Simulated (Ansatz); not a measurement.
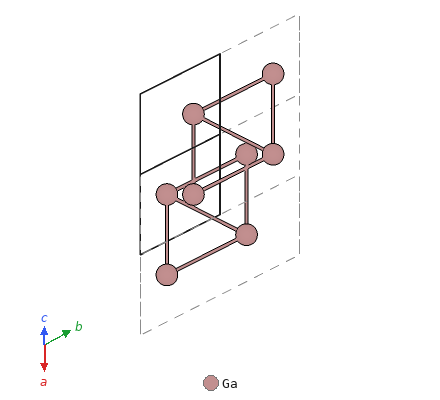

Ga (P6_3/mmc, No. 194): the input geometry of an electronic-structure calculation (not necessarily at equilibrium); the starting structure was generated, so it need not be a known form of this composition.

Space group P6_3/mmc (No. 194). a = 2.887 Å, b = 2.887 Å, c = 5.209 Å, α = 90.00°, β = 90.00°, γ = 120.00°
```
atom  site  symmetry       x       y       z
  Ga    2d      -6m2  0.3333  0.6667  0.7500
```

> What will a HAADF-like image along [101] show? The image is simulated as a sum over atoms of Z^1.7, blurred by a 0.50 Å probe (no channelling). Shot noise and the speckle of an amorphous layer were added.

The columns repeat on a centred rectangular net of 2.53 × 5.00 Å (plane group c2mm). All columns are alike (Ga). The shortest distance between visible columns is 0.83 Å in projection. Along the beam the structure repeats every 5.96 Å.

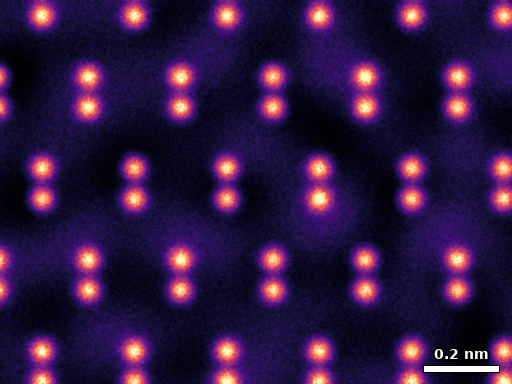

The simulated image.
